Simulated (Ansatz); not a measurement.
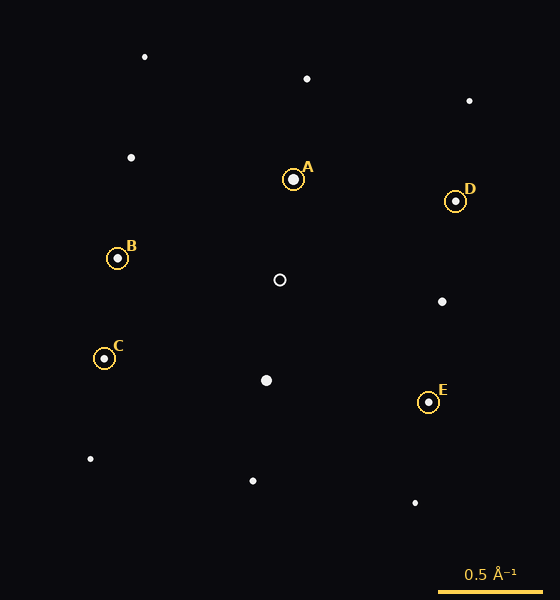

Simulated selected-area electron diffraction pattern (200 kV, kinematic approximation, thin crystal, B = 1 Å² for all atoms). The zone axis points towards the electron source and the pattern is seen from the source side.

Crystal: Co, space group P6_3/mmc (No. 194), a = 2.532 Å, c = 4.091 Å (hexagonal axes). Structure: the end point of a relaxation with DFT, BLYP, plane waves (420 eV) with PAW, scalar-relativistic in Ansatz 0.2.0; the starting structure was generated, so it need not be a known form of this composition.

Spot A is indexed 0 0 -2 and spot B -1 2 0.

Question: What are the indices of the remaining marked spots?

Answer: C = −A + B = -1 2 2 (d = 1.076 Å). D = A − B = 1 -2 -2 (d = 1.076 Å). E = −A − B = 1 -2 2 (d = 1.076 Å).

Question: Give [uvw].

Answer: The cross product of A and B is parallel to [210]; every spot obeys hu + kv + lw = 0.

Question: What are the spacings of A and B and the angle between them?

Answer: d(A) = 2.045 Å, d(B) = 1.266 Å, and the angle is 90.0°.
